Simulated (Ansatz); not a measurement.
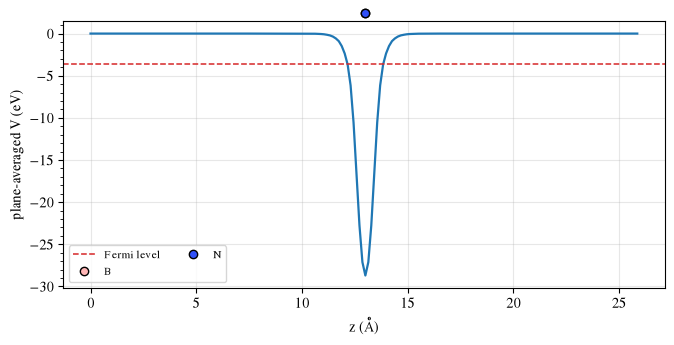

The picture shows: BN (slab). Plane average of the electrostatic potential energy of an electron across the slab. Circles mark the heights of the atoms.

Changed on purpose from its base cell (strain along x +0.020, atoms relaxed).

These are results of Ansatz, DFT PBE+D3(BJ), scalar-relativistic, plane waves, PAW, not measurements.

In a PAW calculation such maps are meaningful between the atoms, not at the nuclei.

Question: How far above the Fermi level of the calculation is the vacuum level?

Answer: 3.6 eV. The slab has a gap, so the Fermi level lies inside it and this isn't a work function in the metallic sense.

Question: What are the slab's thickness and the vacuum gap?

Answer: The outermost nuclei are 0.0 Å apart, in 1 atomic plane; the vacuum between periodic images is 26.0 Å wide.
